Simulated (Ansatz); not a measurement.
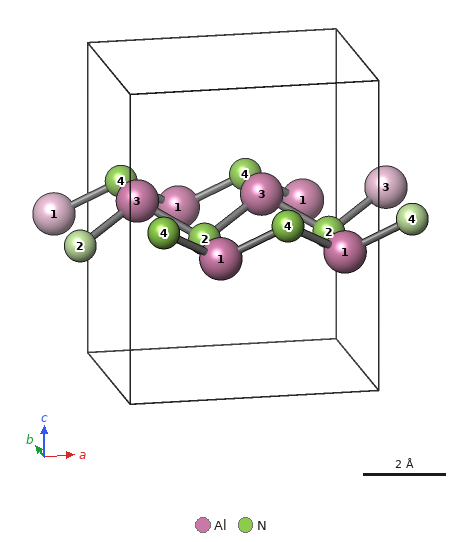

Figure 1. The input geometry (ball-and-stick view of the 2 × 1 repeat of the cell, with the vacuum cut short, seen slightly off an axis; neighbours outside the cell are drawn fainter; atoms are numbered from 1 in the order of the input).

AlN: geometry relaxation (part 1 of 2)

- system: AlN (slab, 4 atoms in the cell)
- method: DFT, PBE, PAW with Ansatz's default frozen-core files, scalar-relativistic, no spin polarisation (Ansatz 0.2.0)

It belongs to a series of runs on one base structure; here: atoms relaxed, PAW files. Figures and captions count atoms from 1; the log counts them from 0 in places.

**Log**
```
Warning: output.stress: scf.convergence.dr2_threshold = 1e-7 eV (the SCF's general default) is looser than the 4e-10 eV advised for a printed stress (1e-10 eV for each atom of the cell: 4). What an SCF threshold leaves in a stress goes as its square root, and in the free energy as the threshold itself, and one threshold admits the most on a small cell: of the crystals measured, under no hybrid functional and no lock of the moments, on runs that ended without the residual-converged pass, on stresses that held no estimate of that error, the worst erred by over 100 MPa in a component at 1e-7 eV an atom and by under 5 at 1e-10. Every solve of this run answers to scf.convergence.dr2_threshold, and the tensor of one is reported: a single SCF on the reported geometry and on this run's grids (its basis.xc_grid and basis.ecutrho_ratio typed), with scf.convergence.dr2_threshold at 4e-10 eV or tighter, prints it and tightens no other solve. Else set scf.convergence.dr2_threshold to 4e-10 eV or tighter. The threshold is an SCF's pass mark: one that does not reach it within its budget of iterations ends unconverged, or closes short of it on a stop that the run arms, and scf.convergence.dr2_threshold's page says what that costs each kind of run
Engine: ansatz 0.2.0, x86_64-unknown-linux-gnu
Pseudopotentials: kind: paw
Pseudopotential: Al, paw, valence charge 3, recommended cutoff 420 eV (normal), Al.paw.azcp
Pseudopotential: N, paw, valence charge 5, recommended cutoff 420 eV (normal), N.paw.azcp
Functional definition: PBE
  parameter kappa = 0.804
  parameter beta = 0.06672455060314922
  exchange = pbe_x(kappa = kappa, mu = beta*pi^2/3)
  correlation = pbe_c(beta = beta)
Crystal: 4 atoms, lattice volume = 265.513 Å³
Basis set: ecut = 420 eV, 5191 PW (Γ), exchange–correlation on 48×72×240 points (8 copies of the dense FFT grid, shifted against one another)
Bands: 12, of which v1, the nominal top of the filled ones, is band 8 counted from 1 (7 counted from 0)
Symmetry: 2 space group operations
k-points: 24 of 60 (time reversal used)
Non-local potential: Al, projectors of the file, l = 0: 2, l = 1: 2, l = 2: 1
Non-local potential: N, projectors of the file, l = 0: 2, l = 1: 2, l = 2: 1
PAW form: soft (Blöchl's): semilocal exchange-correlation on the pseudo side does not see the compensation charge
PAW one-centre angular grid: Al, 110 points (default); XC on 64 Gauss nodes
PAW one-centre angular grid: N, 110 points (default); XC on 64 Gauss nodes
Initial density: superposition of atomic densities (neutral atoms: chi_scale 0, normalization atom), corrected by the library's trained network
Initial wavefunctions: pseudopotential atomic-orbital guess
Functional: x = pbe(κ = 0.804, μ = 0.2195149727645171), c = pbe(β = 0.06672455060314922)
SCF iter   1: F=—  HF=-1844.207484 eV  |F-HF|=—  |Δ(HF+E_count)|=         —  Δρ=2.22e-3  dr2=5.83e-3  ethr=1.77e-3  p=-0.000 e·Å  D=-6.50e-15 V/Å  ΔV_dip=0.00 eV  dr2_dipole=8.17e-11  V_vac-E_F(+/−)=4.31/4.31 eV  ⟨swp⟩=8.2  Hψ=2320  notcnv=0
efield: sawtooth ramp at fractional position 0.9500 (placed from the atoms, in the widest stretch of the axis that holds none; the zero of the levels goes with the place), width 0.1000; the density the first Hamiltonian is built on has a dipole p = -0.000 e·Å; the dipole correction subtracts the counter field D = -6.50e-15 V/Å, which shifts the + side's vacuum level by +0.00 eV against the − side's; the planar-averaged density in the ramp window peaks in size at 1.9e-5 e/Å³
preconditioner: auto → Resta (q_TF=auto, 1.708 Å⁻¹)  ε∞=2.1  [insulator: Δε(μ)=1.107 eV  Ē_g=8.830 eV  σ=0.020 eV  W_gap=1.00  n_scr=22 (ndim 8)  ℏωp=9.1 eV  f_vac=0.694  D(μ)=0.00/eV (n_scr^D=0)  ε∞_Penn≈2.1  vacuum switching on, ρ_ref=5.7e-3 e/Å³]
SCF iter   2: F=—  HF=-1844.207973 eV  |F-HF|=—  |Δ(HF+E_count)|=   4.89e-4  Δρ=9.60e-4  dr2=1.13e-3  ethr=3.64e-5  p=-0.000 e·Å  D=-2.72e-6 V/Å  ΔV_dip=0.00 eV  dr2_dipole=4.85e-10  V_vac-E_F(+/−)=4.25/4.25 eV  ⟨swp⟩=3.2  Hψ=774  notcnv=0
SCF iter   3: F=—  HF=-1844.208506 eV  |F-HF|=—  |Δ(HF+E_count)|=   5.32e-4  Δρ=3.47e-4  dr2=3.47e-4  ethr=7.03e-6  p=0.000 e·Å  D=1.21e-5 V/Å  ΔV_dip=-0.00 eV  dr2_dipole=4.55e-9  V_vac-E_F(+/−)=4.21/4.21 eV  ⟨swp⟩=2.8  Hψ=567  notcnv=0
SCF iter   4: F=—  HF=-1844.208464 eV  |F-HF|=—  |Δ(HF+E_count)|=   4.19e-5  Δρ=7.71e-5  dr2=1.95e-5  ethr=2.17e-6  p=-0.000 e·Å  D=-2.67e-6 V/Å  ΔV_dip=0.00 eV  dr2_dipole=3.28e-10  V_vac-E_F(+/−)=4.20/4.20 eV  ⟨swp⟩=2.2  Hψ=496  notcnv=0
iter 5 did not close the SCF: its close was put off for the readings that it lacked (scf_convergence_deferred on its scf_iter line)
SCF iter   5: F=-1844.208474 eV  HF=-1844.208473 eV  |F-HF|=9.01e-7  |Δ(HF+E_count)|=   9.51e-6  Δρ=2.15e-5  dr2=1.23e-6  ethr=1.22e-7  p=0.000 e·Å  D=2.46e-6 V/Å  ΔV_dip=-0.00 eV  dr2_dipole=6.69e-10  V_vac-E_F(+/−)=4.19/4.19 eV  ⟨swp⟩=2.5  Hψ=531  notcnv=0
iter 6 did not close the SCF: its close was put off until two iterations running show no level that it waits for move by more than its bar (scf_convergence_deferred on its scf_iter line)
SCF iter   6: F=-1844.208474 eV  HF=-1844.208474 eV  |F-HF|=1.36e-7  |Δ(HF+E_count)|=   1.03e-6  Δρ=7.21e-6  dr2=2.23e-7  ethr=7.69e-9  p=-0.000 e·Å  D=-1.33e-5 V/Å  ΔV_dip=0.00 eV  dr2_dipole=1.25e-8  V_vac-E_F(+/−)=4.19/4.19 eV  ⟨swp⟩=10.2  Hψ=2380  notcnv=0
SCF iter   7: F=-1844.208474 eV  HF=-1844.208474 eV  |F-HF|=1.88e-7  |Δ(HF+E_count)|=   3.86e-8  Δρ=6.69e-6  dr2=2.18e-7  ethr=1.39e-9  p=0.000 e·Å  D=1.72e-5 V/Å  ΔV_dip=-0.00 eV  dr2_dipole=1.67e-8  V_vac-E_F(+/−)=4.19/4.19 eV  ⟨swp⟩=7.5  Hψ=2087  notcnv=0
SCF 1 converged in 7 iterations: F = -1844.208474 eV  dr2 = 2.18e-7
  greatest PAW one-centre occupation: 0.799 electrons in one spin orbital (limit 2), on the N atom at site 3 (counted from 0), in its partial waves of l = 0
relax step   1: F+E_penalty+E_count = -1844.20847412 eV  Δ(F+E_penalty+E_count) = +0.000e0 eV  max|allowed force component| = 3.324e0 eV/Å  Δτ_max = 0.0000 Å  (7 SCF iters, dr2 threshold 2.50e-6 eV, accepted)
Initial density: handed on by an earlier stage of this run
Initial wavefunctions: those handed on with the density
iter 1 solved again at ethr=1.50e-3 eV; its pass at ethr=3.10e-3 eV (dr2=2.40e-1 eV) is discarded
SCF iter   1: F=—  HF=-1845.220062 eV  |F-HF|=—  |Δ(HF+E_count)|=         —  Δρ=8.69e-3  dr2=2.40e-1  ethr=1.50e-3  p=0.000 e·Å  D=1.72e-5 V/Å  ΔV_dip=-0.00 eV  dr2_dipole=8.75e-9  V_vac-E_F(+/−)=4.24/4.24 eV  ⟨swp⟩=1.0  Hψ=2174  notcnv=0
efield: sawtooth ramp at fractional position 0.9500 (handed on by an earlier solve), width 0.1000; the density the first Hamiltonian is built on has a dipole p = 0.000 e·Å; the dipole correction subtracts the counter field D = 1.72e-5 V/Å, which shifts the + side's vacuum level by -0.00 eV against the − side's; the planar-averaged density in the ramp window peaks in size at 1.8e-7 e/Å³
preconditioner: auto → Resta (q_TF=auto, 1.708 Å⁻¹)  ε∞=1.9  [insulator: Δε(μ)=2.223 eV  Ē_g=9.788 eV  σ=0.020 eV  W_gap=1.00  n_scr=22 (ndim 8)  ℏωp=9.1 eV  f_vac=0.718  D(μ)=0.00/eV (n_scr^D=0)  ε∞_Penn≈1.9  vacuum switching on, ρ_ref=6.9e-3 e/Å³]
SCF iter   2: F=—  HF=-1845.187631 eV  |F-HF|=—  |Δ(HF+E_count)|=   3.24e-2  Δρ=4.37e-3  dr2=5.55e-2  ethr=1.50e-3  p=-0.000 e·Å  D=-1.32e-5 V/Å  ΔV_dip=0.00 eV  dr2_dipole=1.03e-8  V_vac-E_F(+/−)=4.17/4.17 eV  ⟨swp⟩=2.0  Hψ=542  notcnv=0
SCF iter   3: F=—  HF=-1845.180999 eV  |F-HF|=—  |Δ(HF+E_count)|=   6.63e-3  Δρ=1.63e-3  dr2=8.68e-3  ethr=3.47e-4  p=0.000 e·Å  D=1.10e-5 V/Å  ΔV_dip=-0.00 eV  dr2_dipole=2.68e-9  V_vac-E_F(+/−)=4.34/4.34 eV  ⟨swp⟩=2.2  Hψ=539  notcnv=0
SCF iter   4: F=—  HF=-1845.184077 eV  |F-HF|=—  |Δ(HF+E_count)|=   3.08e-3  Δρ=3.34e-4  dr2=4.08e-4  ethr=5.43e-5  p=-0.000 e·Å  D=-3.11e-5 V/Å  ΔV_dip=0.00 eV  dr2_dipole=4.12e-8  V_vac-E_F(+/−)=4.46/4.46 eV  ⟨swp⟩=3.4  Hψ=594  notcnv=0
SCF iter   5: F=—  HF=-1845.184368 eV  |F-HF|=—  |Δ(HF+E_count)|=   2.90e-4  Δρ=5.83e-5  dr2=1.21e-5  ethr=2.55e-6  p=0.000 e·Å  D=9.19e-5 V/Å  ΔV_dip=-0.00 eV  dr2_dipole=3.10e-7  V_vac-E_F(+/−)=4.49/4.49 eV  ⟨swp⟩=2.0  Hψ=528  notcnv=0
SCF iter   6: F=-1845.184347 eV  HF=-1845.184383 eV  |F-HF|=3.63e-5  |Δ(HF+E_count)|=   1.52e-5  Δρ=9.10e-5  dr2=3.75e-5  ethr=7.55e-8  p=-0.000 e·Å  D=-2.50e-4 V/Å  ΔV_dip=0.00 eV  dr2_dipole=2.45e-6  V_vac-E_F(+/−)=4.50/4.49 eV  ⟨swp⟩=14.8  Hψ=3123  notcnv=0
SCF 2 converged in 6 iterations: F = -1845.184347 eV  dr2 = 3.75e-5
  greatest PAW one-centre occupation: 0.797 electrons in one spin orbital (limit 2), on the N atom at site 1 (counted from 0), in its partial waves of l = 0
relax step   2: F+E_penalty+E_count = -1845.18434653 eV  Δ(F+E_penalty+E_count) = -9.759e-1 eV  max|allowed force component| = 1.970e0 eV/Å  Δτ_max = 0.1947 Å  (6 SCF iters, dr2 threshold 1.00e-4 eV, accepted)
iter 1 solved again at ethr=2.39e-3 eV; its pass at ethr=3.10e-3 eV (dr2=3.82e-1 eV) is discarded
SCF iter   1: F=—  HF=-1846.021423 eV  |F-HF|=—  |Δ(HF+E_count)|=         —  Δρ=1.13e-2  dr2=3.83e-1  ethr=2.39e-3  p=-0.000 e·Å  D=-2.50e-4 V/Å  ΔV_dip=0.00 eV  dr2_dipole=1.02e-6  V_vac-E_F(+/−)=4.48/4.48 eV  ⟨swp⟩=1.0  Hψ=2336  notcnv=0
efield: sawtooth ramp at fractional position 0.9500 (handed on by an earlier solve), width 0.1000; the density the first Hamiltonian is built on has a dipole p = -0.000 e·Å; the dipole correction subtracts the counter field D = -2.50e-4 V/Å, which shifts the + side's vacuum level by +0.00 eV against the − side's; the planar-averaged density in the ramp window peaks in size at 2.8e-7 e/Å³
preconditioner: auto → Resta (q_TF=auto, 1.708 Å⁻¹)  ε∞=1.7  [insulator: Δε(μ)=3.117 eV  Ē_g=10.675 eV  σ=0.020 eV  W_gap=1.00  n_scr=22 (ndim 8)  ℏωp=9.1 eV  f_vac=0.727  D(μ)=0.00/eV (n_scr^D=0)  ε∞_Penn≈1.7  vacuum switching on, ρ_ref=8.3e-3 e/Å³]
SCF iter   2: F=—  HF=-1845.937351 eV  |F-HF|=—  |Δ(HF+E_count)|=   8.41e-2  Δρ=4.52e-3  dr2=6.27e-2  ethr=2.39e-3  p=0.000 e·Å  D=1.04e-4 V/Å  ΔV_dip=-0.00 eV  dr2_dipole=1.01e-6  V_vac-E_F(+/−)=4.19/4.19 eV  ⟨swp⟩=2.2  Hψ=536  notcnv=0
SCF iter   3: F=—  HF=-1845.930763 eV  |F-HF|=—  |Δ(HF+E_count)|=   6.59e-3  Δρ=1.88e-3  dr2=1.07e-2  ethr=3.92e-4  p=-0.000 e·Å  D=-2.19e-4 V/Å  ΔV_dip=0.00 eV  dr2_dipole=3.68e-7  V_vac-E_F(+/−)=4.32/4.32 eV  ⟨swp⟩=2.0  Hψ=573  notcnv=0
SCF iter   4: F=—  HF=-1845.933123 eV  |F-HF|=—  |Δ(HF+E_count)|=   2.36e-3  Δρ=7.96e-4  dr2=2.13e-3  ethr=6.68e-5  p=0.000 e·Å  D=7.35e-5 V/Å  ΔV_dip=-0.00 eV  dr2_dipole=7.61e-7  V_vac-E_F(+/−)=4.34/4.34 eV  ⟨swp⟩=3.4  Hψ=583  notcnv=0
SCF iter   5: F=—  HF=-1845.934000 eV  |F-HF|=—  |Δ(HF+E_count)|=   8.76e-4  Δρ=2.68e-4  dr2=2.65e-4  ethr=1.33e-5  p=-0.001 e·Å  D=-6.12e-4 V/Å  ΔV_dip=0.01 eV  dr2_dipole=6.64e-6  V_vac-E_F(+/−)=4.36/4.35 eV  ⟨swp⟩=2.7  Hψ=542  notcnv=0
SCF iter   6: F=-1845.934029 eV  HF=-1845.934024 eV  |F-HF|=5.06e-6  |Δ(HF+E_count)|=   2.43e-5  Δρ=5.81e-5  dr2=7.98e-6  ethr=6.25e-7  p=-0.000 e·Å  D=-6.02e-5 V/Å  ΔV_dip=0.00 eV  dr2_dipole=5.22e-8  V_vac-E_F(+/−)=4.36/4.36 eV  ⟨swp⟩=13.7  Hψ=3047  notcnv=0
SCF 3 converged in 6 iterations: F = -1845.934029 eV  dr2 = 7.98e-6
  greatest PAW one-centre occupation: 0.796 electrons in one spin orbital (limit 2), on the N atom at site 1 (counted from 0), in its partial waves of l = 0
relax step   3: F+E_penalty+E_count = -1845.93402889 eV  Δ(F+E_penalty+E_count) = -7.497e-1 eV  max|allowed force component| = 1.025e0 eV/Å  Δτ_max = 0.1972 Å  (6 SCF iters, dr2 threshold 1.00e-4 eV, accepted)
iter 1 solved again at ethr=9.40e-4 eV; its pass at ethr=3.10e-3 eV (dr2=1.50e-1 eV) is discarded
SCF iter   1: F=—  HF=-1846.151537 eV  |F-HF|=—  |Δ(HF+E_count)|=         —  Δρ=6.40e-3  dr2=1.50e-1  ethr=9.40e-4  p=-0.000 e·Å  D=-6.02e-5 V/Å  ΔV_dip=0.00 eV  dr2_dipole=1.81e-8  V_vac-E_F(+/−)=4.29/4.29 eV  ⟨swp⟩=1.0  Hψ=2185  notcnv=0
efield: sawtooth ramp at fractional position 0.9500 (handed on by an earlier solve), width 0.1000; the density the first Hamiltonian is built on has a dipole p = -0.000 e·Å; the dipole correction subtracts the counter field D = -6.02e-5 V/Å, which shifts the + side's vacuum level by +0.00 eV against the − side's; the planar-averaged density in the ramp window peaks in size at 7.5e-8 e/Å³
preconditioner: auto → Resta (q_TF=auto, 1.708 Å⁻¹)  ε∞=1.7  [insulator: Δε(μ)=3.244 eV  Ē_g=10.751 eV  σ=0.020 eV  W_gap=1.00  n_scr=22 (ndim 8)  ℏωp=9.1 eV  f_vac=0.726  D(μ)=0.00/eV (n_scr^D=0)  ε∞_Penn≈1.7  vacuum switching on, ρ_ref=8.4e-3 e/Å³]
SCF iter   2: F=—  HF=-1846.130617 eV  |F-HF|=—  |Δ(HF+E_count)|=   2.09e-2  Δρ=2.76e-3  dr2=2.69e-2  ethr=9.37e-4  p=-0.000 e·Å  D=-1.04e-4 V/Å  ΔV_dip=0.00 eV  dr2_dipole=5.19e-8  V_vac-E_F(+/−)=4.11/4.11 eV  ⟨swp⟩=2.3  Hψ=537  notcnv=0
SCF iter   3: F=—  HF=-1846.135552 eV  |F-HF|=—  |Δ(HF+E_count)|=   4.93e-3  Δρ=1.46e-3  dr2=6.63e-3  ethr=1.68e-4  p=-0.000 e·Å  D=-2.20e-6 V/Å  ΔV_dip=0.00 eV  dr2_dipole=6.00e-8  V_vac-E_F(+/−)=4.15/4.15 eV  ⟨swp⟩=2.2  Hψ=534  notcnv=0
SCF iter   4: F=—  HF=-1846.137643 eV  |F-HF|=—  |Δ(HF+E_count)|=   2.09e-3  Δρ=3.33e-4  dr2=3.44e-4  ethr=4.14e-5  p=-0.000 e·Å  D=-9.35e-5 V/Å  ΔV_dip=0.00 eV  dr2_dipole=3.81e-8  V_vac-E_F(+/−)=4.12/4.12 eV  ⟨swp⟩=2.1  Hψ=545  notcnv=0
SCF iter   5: F=—  HF=-1846.137997 eV  |F-HF|=—  |Δ(HF+E_count)|=   3.55e-4  Δρ=6.46e-5  dr2=1.10e-5  ethr=2.15e-6  p=0.000 e·Å  D=4.53e-5 V/Å  ΔV_dip=-0.00 eV  dr2_dipole=1.94e-7  V_vac-E_F(+/−)=4.13/4.13 eV  ⟨swp⟩=2.0  Hψ=556  notcnv=0
SCF iter   6: F=-1846.137989 eV  HF=-1846.138004 eV  |F-HF|=1.51e-5  |Δ(HF+E_count)|=   6.42e-6  Δρ=7.06e-5  dr2=1.70e-5  ethr=6.86e-8  p=-0.000 e·Å  D=-1.89e-4 V/Å  ΔV_dip=0.00 eV  dr2_dipole=4.18e-7  V_vac-E_F(+/−)=4.13/4.13 eV  ⟨swp⟩=14.6  Hψ=3141  notcnv=0
SCF 4 converged in 6 iterations: F = -1846.137989 eV  dr2 = 1.70e-5
  greatest PAW one-centre occupation: 0.795 electrons in one spin orbital (limit 2), on the N atom at site 1 (counted from 0), in its partial waves of l = 0
relax step   4: F+E_penalty+E_count = -1846.13798869 eV  Δ(F+E_penalty+E_count) = -2.040e-1 eV  max|allowed force component| = 1.237e-1 eV/Å  Δτ_max = 0.1816 Å  (6 SCF iters, dr2 threshold 1.00e-4 eV, accepted)
SCF iter   1: F=—  HF=-1846.139646 eV  |F-HF|=—  |Δ(HF+E_count)|=         —  Δρ=6.13e-4  dr2=1.16e-3  ethr=6.86e-5  p=-0.000 e·Å  D=-1.89e-4 V/Å  ΔV_dip=0.00 eV  dr2_dipole=6.29e-7  V_vac-E_F(+/−)=4.13/4.13 eV  ⟨swp⟩=3.1  Hψ=1056  notcnv=0
efield: sawtooth ramp at fractional position 0.9500 (handed on by an earlier solve), width 0.1000; the density the first Hamiltonian is built on has a dipole p = -0.000 e·Å; the dipole correction subtracts the counter field D = -1.89e-4 V/Å, which shifts the + side's vacuum level by +0.00 eV against the − side's; the planar-averaged density in the ramp window peaks in size at 1.7e-7 e/Å³
preconditioner: auto → Resta (q_TF=auto, 1.708 Å⁻¹)  ε∞=1.7  [insulator: Δε(μ)=3.083 eV  Ē_g=10.553 eV  σ=0.020 eV  W_gap=1.00  n_scr=22 (ndim 8)  ℏωp=9.1 eV  f_vac=0.720  D(μ)=0.00/eV (n_scr^D=0)  ε∞_Penn≈1.7  vacuum switching on, ρ_ref=8.1e-3 e/Å³]
SCF iter   2: F=—  HF=-1846.139472 eV  |F-HF|=—  |Δ(HF+E_count)|=   1.74e-4  Δρ=2.64e-4  dr2=2.01e-4  ethr=7.23e-6  p=0.000 e·Å  D=9.02e-5 V/Å  ΔV_dip=-0.00 eV  dr2_dipole=1.96e-7  V_vac-E_F(+/−)=4.13/4.13 eV  ⟨swp⟩=2.2  Hψ=629  notcnv=0
SCF iter   3: F=—  HF=-1846.139552 eV  |F-HF|=—  |Δ(HF+E_count)|=   8.01e-5  Δρ=1.43e-4  dr2=6.70e-5  ethr=1.26e-6  p=-0.000 e·Å  D=-2.60e-4 V/Å  ΔV_dip=0.00 eV  dr2_dipole=1.36e-6  V_vac-E_F(+/−)=4.13/4.13 eV  ⟨swp⟩=2.2  Hψ=439  notcnv=0
SCF iter   4: F=—  HF=-1846.139547 eV  |F-HF|=—  |Δ(HF+E_count)|=   5.05e-6  Δρ=5.30e-5  dr2=9.00e-6  ethr=4.19e-7  p=0.000 e·Å  D=6.20e-5 V/Å  ΔV_dip=-0.00 eV  dr2_dipole=1.09e-7  V_vac-E_F(+/−)=4.13/4.13 eV  ⟨swp⟩=2.3  Hψ=450  notcnv=0
SCF iter   5: F=-1846.139550 eV  HF=-1846.139550 eV  |F-HF|=2.03e-7  |Δ(HF+E_count)|=   2.71e-6  Δρ=1.77e-5  dr2=8.96e-7  ethr=5.98e-9  p=0.000 e·Å  D=1.06e-5 V/Å  ΔV_dip=-0.00 eV  dr2_dipole=3.18e-9  V_vac-E_F(+/−)=4.13/4.13 eV  ⟨swp⟩=10.8  Hψ=2677  notcnv=0
SCF 5 converged in 5 iterations: F = -1846.139550 eV  dr2 = 8.96e-7
relax step   5: F+E_penalty+E_count = -1846.13954952 eV  Δ(F+E_penalty+E_count) = -1.561e-3 eV  max|allowed force component| = 1.238e-2 eV/Å  Δτ_max = 0.0151 Å  (5 SCF iters, dr2 threshold 9.57e-7 eV, accepted)
SCF iter   1: F=—  HF=-1846.139646 eV  |F-HF|=—  |Δ(HF+E_count)|=         —  Δρ=2.32e-4  dr2=1.97e-4  ethr=4.94e-6  p=0.000 e·Å  D=1.06e-5 V/Å  ΔV_dip=-0.00 eV  dr2_dipole=1.47e-9  V_vac-E_F(+/−)=4.13/4.13 eV  ⟨swp⟩=2.0  Hψ=960  notcnv=0
efield: sawtooth ramp at fractional position 0.9500 (handed on by an earlier solve), width 0.1000; the density the first Hamiltonian is built on has a dipole p = 0.000 e·Å; the dipole correction subtracts the counter field D = 1.06e-5 V/Å, which shifts the + side's vacuum level by -0.00 eV against the − side's; the planar-averaged density in the ramp window peaks in size at 1.8e-7 e/Å³
preconditioner: auto → Resta (q_TF=auto, 1.708 Å⁻¹)  ε∞=1.7  [insulator: Δε(μ)=3.079 eV  Ē_g=10.553 eV  σ=0.020 eV  W_gap=1.00  n_scr=22 (ndim 8)  ℏωp=9.1 eV  f_vac=0.720  D(μ)=0.00/eV (n_scr^D=0)  ε∞_Penn≈1.7  vacuum switching on, ρ_ref=8.1e-3 e/Å³]
SCF iter   2: F=—  HF=-1846.139582 eV  |F-HF|=—  |Δ(HF+E_count)|=   6.48e-5  Δρ=8.59e-5  dr2=2.43e-5  ethr=1.23e-6  p=-0.000 e·Å  D=-2.68e-6 V/Å  ΔV_dip=0.00 eV  dr2_dipole=1.77e-9  V_vac-E_F(+/−)=4.14/4.14 eV  ⟨swp⟩=2.0  Hψ=624  notcnv=0
SCF iter   3: F=—  HF=-1846.139585 eV  |F-HF|=—  |Δ(HF+E_count)|=   3.35e-6  Δρ=2.81e-5  dr2=1.93e-6  ethr=1.52e-7  p=0.000 e·Å  D=2.64e-5 V/Å  ΔV_dip=-0.00 eV  dr2_dipole=4.64e-9  V_vac-E_F(+/−)=4.14/4.14 eV  ⟨swp⟩=2.0  Hψ=431  notcnv=0
SCF iter   4: F=—  HF=-1846.139585 eV  |F-HF|=—  |Δ(HF+E_count)|=   3.19e-7  Δρ=1.51e-5  dr2=6.32e-7  ethr=1.21e-8  p=-0.000 e·Å  D=-1.22e-6 V/Å  ΔV_dip=0.00 eV  dr2_dipole=3.27e-9  V_vac-E_F(+/−)=4.14/4.14 eV  ⟨swp⟩=2.0  Hψ=480  notcnv=0
SCF iter   5: F=—  HF=-1846.139585 eV  |F-HF|=—  |Δ(HF+E_count)|=   4.60e-8  Δρ=6.88e-6  dr2=1.27e-7  ethr=3.95e-9  p=0.000 e·Å  D=1.14e-5 V/Å  ΔV_dip=-0.00 eV  dr2_dipole=2.16e-11  V_vac-E_F(+/−)=4.14/4.14 eV  ⟨swp⟩=2.6  Hψ=438  notcnv=0
SCF iter   6: F=-1846.139585 eV  HF=-1846.139585 eV  |F-HF|=1.19e-9  |Δ(HF+E_count)|=   9.59e-9  Δρ=1.83e-6  dr2=1.09e-8  ethr=6.25e-10  p=0.000 e·Å  D=8.77e-6 V/Å  ΔV_dip=-0.00 eV  dr2_dipole=1.44e-10  V_vac-E_F(+/−)=4.14/4.14 eV  ⟨swp⟩=10.3  Hψ=2108  notcnv=0
SCF 6 converged in 6 iterations: F = -1846.139585 eV  dr2 = 1.09e-8
relax step   6: F+E_penalty+E_count = -1846.13958532 eV  Δ(F+E_penalty+E_count) = -3.580e-5 eV  max|allowed force component| = 3.669e-3 eV/Å  Δτ_max = 0.0033 Å  (6 SCF iters, accepted)
```

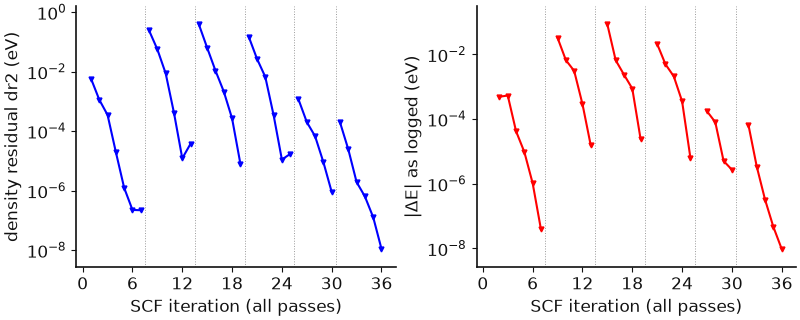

Figure 2. Convergence of the self-consistent field: density residual dr2 and size of the energy change against the SCF iteration. The dotted lines part the SCF passes of the relaxation: geometry steps, rejected trials and re-solves on a re-selected basis. The 6 passes take 5 to 7 iterations each, 36 in all.
